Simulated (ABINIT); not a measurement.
## Run report: MnS, phonon calculation (part 1 of 3)

MnS (Fm-3m, 2 atoms in the cell), computed with Kohn-Sham DFT of a periodic cell, LDA, DFT+U, JTH PAW LDA v2.0, spin-polarised (ABINIT 10.8.3).

The structure derives from an entry of the Crystallography Open Database.

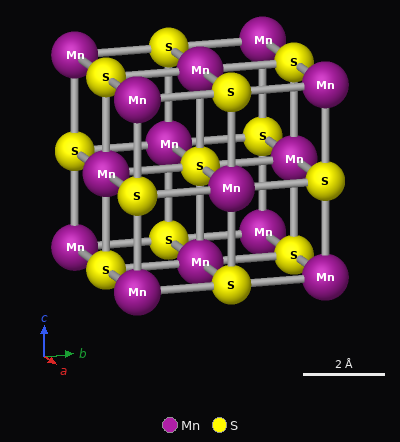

Figure 1. The structure (ball-and-stick view of the cell 4 times as large as that of the calculation, set on its symmetry axes, seen slightly off an axis). An atom can appear more than once, as a periodic image. Near neighbours in the periodic cell (some may lie outside the picture): Mn has 6 S at 2.45 Å; S has 6 Mn at 2.45 Å.

Input file
```
# Datasets
ndtset 2

# Pseudopotentials
pp_dirpath "./"
pseudos "Mn.LDA_PW-JTH.xml, S.LDA_PW-JTH.xml"

# Structure
acell 3.465312772 3.465312772 3.465312772 Angstrom
rprim
     0.0000000000     0.7071067812     0.7071067812
     0.7071067812     0.0000000000     0.7071067812
     0.7071067812     0.7071067812     0.0000000000
ntypat 2
znucl 25 16
natom 2
typat 1 2
chkprim 0
chksymtnons 0
tolsym 1.0e-6
xred
            0.0            0.0            0.0
            1/2            1/2            1/2

# Plane-wave basis
ecut 26.0
pawecutdg 48.0
ecutsm 0.5

# k points
ngkpt 4 4 4
nshiftk 4
shiftk
     0.5000000000     0.5000000000     0.5000000000
     0.5000000000     0.0000000000     0.0000000000
     0.0000000000     0.5000000000     0.0000000000
     0.0000000000     0.0000000000     0.5000000000

# Exchange and correlation
ixc 7

# Bands and occupations
nband 20
occopt 3
tsmear 0.00183747

# Spin
nsppol 2
spinat
     0.0000000000     0.0000000000     4.0000000000
     0.0000000000     0.0000000000     0.0000000000

# DFT+U
usepawu 2
lpawu 2 -1
upawu 4.5 0.0 eV
jpawu 0.5 0.0 eV

# SCF cycle
nstep 80
diemixmag 1.0

# Output
prteig 0
prtebands 0
prtwf 0
prtden 0
prtpot 0

# Dataset 1: ground state
kptopt1 1
tolvrs1 1.0e-11
prtwf1 1
tolwfr1 1.0e-14
nbdbuf1 4
nline1 6

# Dataset 2: response at q = 0 to atomic displacements
rfphon2 1
rfatpol2 1 2
rfdir2 1 1 1
getwfk2 1
kptopt2 2
nqpt2 1
qpt2 0.0 0.0 0.0
tolvrs2 1.0e-7
```

File mrgddb.in
```
merged_DDB
MnS
2
runo_DS1_DDB
runo_DS2_DDB
```

File anaddb.abi
```
ddb_filepath "merged_DDB"
output_file "anaddb.abo"
outdata_prefix "ana"
asr 1
chneut 0
dipdip 0
dieflag 0
enunit 0
eivec 1
nph1l 1
qph1l 0.0 0.0 0.0 1.0
```

Machine: 1 thread of Arm Neoverse V2, 112 GiB of memory available, shared host.

Run as:
```bash
abinit run.abi > log 2>&1
mrgddb < mrgddb.in > mrgddb.log 2>&1
anaddb anaddb.abi > anaddb.log 2>&1
```

The program's output
```
.Version 10.8.3 of ABINIT
 DATASET    1 : space group Fm -3 m (#225); Bravais cF (face-center cubic)
================================================================================
 Values of the parameters that define the memory need for DATASET  1.
     intxc =       0    ionmov =       0      iscf =      17    lmnmax =      18
     lnmax =       6     mgfft =      32  mpssoang =       3    mqgrid =    3001
     natom =       2  nloc_mem =       2    nspden =       2   nspinor =       1
    nsppol =       2      nsym =      48    n1xccc =       1    ntypat =       2
    occopt =       3   xclevel =       1
       mpw =        1276          nfft =       32768          nkpt =          10
 PAW method is used; the additional fine FFT grid is defined by:
   mgfftf=        45    nfftf =     91125
================================================================================
================================================================================

 DATASET    2 : space group Fm -3 m (#225); Bravais cF (face-center cubic)
================================================================================
 Values of the parameters that define the memory need for DATASET  2 (RF).
     intxc =       0      iscf =       7    lmnmax =      18     lnmax =       6
     mgfft =      32  mpssoang =       3    mqgrid =    3001     natom =       2
  nloc_mem =       2    nspden =       2   nspinor =       1    nsppol =       2
      nsym =      48    n1xccc =       1    ntypat =       2    occopt =       3
   xclevel =       1
      nfft =       32768          nkpt =         128
================================================================================
================================================================================

--------------------------------------------------------------------------------
------------- Echo of variables that govern the present computation ------------
--------------------------------------------------------------------------------
 -outvars: echo values of preprocessed input variables --------
            acell      6.5484920797E+00  6.5484920797E+00  6.5484920797E+00 Bohr
              amu      5.49380500E+01  3.20660000E+01
          chkprim           0
      chksymtnons           0
        diemixmag      1.00000000E+00
             ecut      2.60000000E+01 Hartree
           ecutsm      5.00000000E-01 Hartree
           getwfk1          0
           getwfk2          1
             iscf1         17
             iscf2          7
              ixc           7
           jdtset        1    2
            jpawu      1.83746611E-02  0.00000000E+00 Hartree
                       outvar_i_n : Printing only first  50 k-points.
           kptopt1          1
           kptopt2          2
         kptrlatt        4   -4    4     -4    4    4     -4   -4    4
          kptrlen      3.70438652E+01
            lpawu           2      -1
            natom           2
            nband1         20
            nband2         20
           nbdbuf1          4
           nbdbuf2          2
           ndtset           2
            ngfft          32      32      32
          ngfftdg          45      45      45
             nkpt1         10
             nkpt2        128
            nline1          6
            nline2          4
             nqpt1          0
             nqpt2          1
           nspden           2
           nsppol           2
            nstep          80
             nsym          48
           ntypat           2
                       prtocc : prtvol=0, do not print more k-points.
                       1.000000  1.000000  1.000000  1.000000  1.000000  1.000000
                       1.000000  1.000000  1.000000  1.000000  1.000000  0.000000
                       0.000000  0.000000  0.000000  0.000000  0.000000  0.000000
                       0.000000  0.000000
                       1.000000  1.000000  1.000000  1.000000  1.000000  1.000000
                       1.000000  1.000000  1.000000  1.000000  1.000000  0.000000
                       0.000000  0.000000  0.000000  0.000000  0.000000  0.000000
                       0.000000  0.000000
                       1.000000  1.000000  1.000000  1.000000  1.000000  1.000000
                       1.000000  1.000000  1.000000  1.000000  1.000000  0.000000
                       0.000000  0.000000  0.000000  0.000000  0.000000  0.000000
                       0.000000  0.000000
                       1.000000  1.000000  1.000000  1.000000  1.000000  1.000000
                       1.000000  1.000000  1.000000  1.000000  1.000000  0.000000
                       0.000000  0.000000  0.000000  0.000000  0.000000  0.000000
                       0.000000  0.000000
                       1.000000  1.000000  1.000000  1.000000  1.000000  1.000000
                       1.000000  1.000000  1.000000  1.000000  1.000000  0.000000
                       0.000000  0.000000  0.000000  0.000000  0.000000  0.000000
                       0.000000  0.000000
                       1.000000  1.000000  1.000000  1.000000  1.000000  1.000000
                       1.000000  1.000000  1.000000  1.000000  1.000000  0.000000
                       0.000000  0.000000  0.000000  0.000000  0.000000  0.000000
                       0.000000  0.000000
                       1.000000  1.000000  1.000000  1.000000  1.000000  1.000000
                       1.000000  1.000000  1.000000  1.000000  1.000000  0.000000
                       0.000000  0.000000  0.000000  0.000000  0.000000  0.000000
                       0.000000  0.000000
                       1.000000  1.000000  1.000000  1.000000  1.000000  1.000000
                       1.000000  1.000000  1.000000  1.000000  1.000000  0.000000
                       0.000000  0.000000  0.000000  0.000000  0.000000  0.000000
                       0.000000  0.000000
                       1.000000  1.000000  1.000000  1.000000  1.000000  1.000000
                       1.000000  1.000000  1.000000  1.000000  1.000000  0.000000
                       0.000000  0.000000  0.000000  0.000000  0.000000  0.000000
                       0.000000  0.000000
                       1.000000  1.000000  1.000000  1.000000  1.000000  1.000000
                       1.000000  1.000000  1.000000  1.000000  1.000000  0.000000
                       0.000000  0.000000  0.000000  0.000000  0.000000  0.000000
                       0.000000  0.000000
                       1.000000  1.000000  1.000000  1.000000  1.000000  1.000000
                       1.000000  1.000000  1.000000  1.000000  1.000000  0.000000
                       0.000000  0.000000  0.000000  0.000000  0.000000  0.000000
                       0.000000  0.000000
                       1.000000  1.000000  1.000000  1.000000  1.000000  1.000000
                       1.000000  1.000000  1.000000  1.000000  1.000000  0.000000
                       0.000000  0.000000  0.000000  0.000000  0.000000  0.000000
                       0.000000  0.000000
                       1.000000  1.000000  1.000000  1.000000  1.000000  1.000000
                       1.000000  1.000000  1.000000  1.000000  1.000000  0.000000
                       0.000000  0.000000  0.000000  0.000000  0.000000  0.000000
                       0.000000  0.000000
                       1.000000  1.000000  1.000000  1.000000  1.000000  1.000000
                       1.000000  1.000000  1.000000  1.000000  1.000000  0.000000
                       0.000000  0.000000  0.000000  0.000000  0.000000  0.000000
                       0.000000  0.000000
                       1.000000  1.000000  1.000000  1.000000  1.000000  1.000000
                       1.000000  1.000000  1.000000  1.000000  1.000000  0.000000
                       0.000000  0.000000  0.000000  0.000000  0.000000  0.000000
                       0.000000  0.000000
                       1.000000  1.000000  1.000000  1.000000  1.000000  1.000000
                       1.000000  1.000000  1.000000  1.000000  1.000000  0.000000
                       0.000000  0.000000  0.000000  0.000000  0.000000  0.000000
                       0.000000  0.000000
                       1.000000  1.000000  1.000000  1.000000  1.000000  1.000000
                       1.000000  1.000000  1.000000  1.000000  1.000000  0.000000
                       0.000000  0.000000  0.000000  0.000000  0.000000  0.000000
                       0.000000  0.000000
                       1.000000  1.000000  1.000000  1.000000  1.000000  1.000000
                       1.000000  1.000000  1.000000  1.000000  1.000000  0.000000
                       0.000000  0.000000  0.000000  0.000000  0.000000  0.000000
                       0.000000  0.000000
                       1.000000  1.000000  1.000000  1.000000  1.000000  1.000000
                       1.000000  1.000000  1.000000  1.000000  1.000000  0.000000
                       0.000000  0.000000  0.000000  0.000000  0.000000  0.000000
                       0.000000  0.000000
                       1.000000  1.000000  1.000000  1.000000  1.000000  1.000000
                       1.000000  1.000000  1.000000  1.000000  1.000000  0.000000
                       0.000000  0.000000  0.000000  0.000000  0.000000  0.000000
                       0.000000  0.000000
                       1.000000  1.000000  1.000000  1.000000  1.000000  1.000000
                       1.000000  1.000000  1.000000  1.000000  1.000000  0.000000
                       0.000000  0.000000  0.000000  0.000000  0.000000  0.000000
                       0.000000  0.000000
                       1.000000  1.000000  1.000000  1.000000  1.000000  1.000000
                       1.000000  1.000000  1.000000  1.000000  1.000000  0.000000
                       0.000000  0.000000  0.000000  0.000000  0.000000  0.000000
                       0.000000  0.000000
                       1.000000  1.000000  1.000000  1.000000  1.000000  1.000000
                       1.000000  1.000000  1.000000  1.000000  1.000000  0.000000
                       0.000000  0.000000  0.000000  0.000000  0.000000  0.000000
                       0.000000  0.000000
                       1.000000  1.000000  1.000000  1.000000  1.000000  1.000000
                       1.000000  1.000000  1.000000  1.000000  1.000000  0.000000
                       0.000000  0.000000  0.000000  0.000000  0.000000  0.000000
                       0.000000  0.000000
                       1.000000  1.000000  1.000000  1.000000  1.000000  1.000000
                       1.000000  1.000000  1.000000  1.000000  1.000000  0.000000
                       0.000000  0.000000  0.000000  0.000000  0.000000  0.000000
                       0.000000  0.000000
                       1.000000  1.000000  1.000000  1.000000  1.000000  1.000000
                       1.000000  1.000000  1.000000  1.000000  1.000000  0.000000
                       0.000000  0.000000  0.000000  0.000000  0.000000  0.000000
                       0.000000  0.000000
                       1.000000  1.000000  1.000000  1.000000  1.000000  1.000000
                       1.000000  1.000000  1.000000  1.000000  1.000000  0.000000
                       0.000000  0.000000  0.000000  0.000000  0.000000  0.000000
                       0.000000  0.000000
                       1.000000  1.000000  1.000000  1.000000  1.000000  1.000000
                       1.000000  1.000000  1.000000  1.000000  1.000000  0.000000
                       0.000000  0.000000  0.000000  0.000000  0.000000  0.000000
                       0.000000  0.000000
                       1.000000  1.000000  1.000000  1.000000  1.000000  1.000000
                       1.000000  1.000000  1.000000  1.000000  1.000000  0.000000
                       0.000000  0.000000  0.000000  0.000000  0.000000  0.000000
                       0.000000  0.000000
                       1.000000  1.000000  1.000000  1.000000  1.000000  1.000000
                       1.000000  1.000000  1.000000  1.000000  1.000000  0.000000
                       0.000000  0.000000  0.000000  0.000000  0.000000  0.000000
                       0.000000  0.000000
                       1.000000  1.000000  1.000000  1.000000  1.000000  1.000000
                       1.000000  1.000000  1.000000  1.000000  1.000000  0.000000
                       0.000000  0.000000  0.000000  0.000000  0.000000  0.000000
                       0.000000  0.000000
                       1.000000  1.000000  1.000000  1.000000  1.000000  1.000000
                       1.000000  1.000000  1.000000  1.000000  1.000000  0.000000
                       0.000000  0.000000  0.000000  0.000000  0.000000  0.000000
                       0.000000  0.000000
                       1.000000  1.000000  1.000000  1.000000  1.000000  1.000000
                       1.000000  1.000000  1.000000  1.000000  1.000000  0.000000
                       0.000000  0.000000  0.000000  0.000000  0.000000  0.000000
                       0.000000  0.000000
                       1.000000  1.000000  1.000000  1.000000  1.000000  1.000000
                       1.000000  1.000000  1.000000  1.000000  1.000000  0.000000
                       0.000000  0.000000  0.000000  0.000000  0.000000  0.000000
                       0.000000  0.000000
                       1.000000  1.000000  1.000000  1.000000  1.000000  1.000000
                       1.000000  1.000000  1.000000  1.000000  1.000000  0.000000
                       0.000000  0.000000  0.000000  0.000000  0.000000  0.000000
                       0.000000  0.000000
                       1.000000  1.000000  1.000000  1.000000  1.000000  1.000000
                       1.000000  1.000000  1.000000  1.000000  1.000000  0.000000
                       0.000000  0.000000  0.000000  0.000000  0.000000  0.000000
                       0.000000  0.000000
                       1.000000  1.000000  1.000000  1.000000  1.000000  1.000000
```
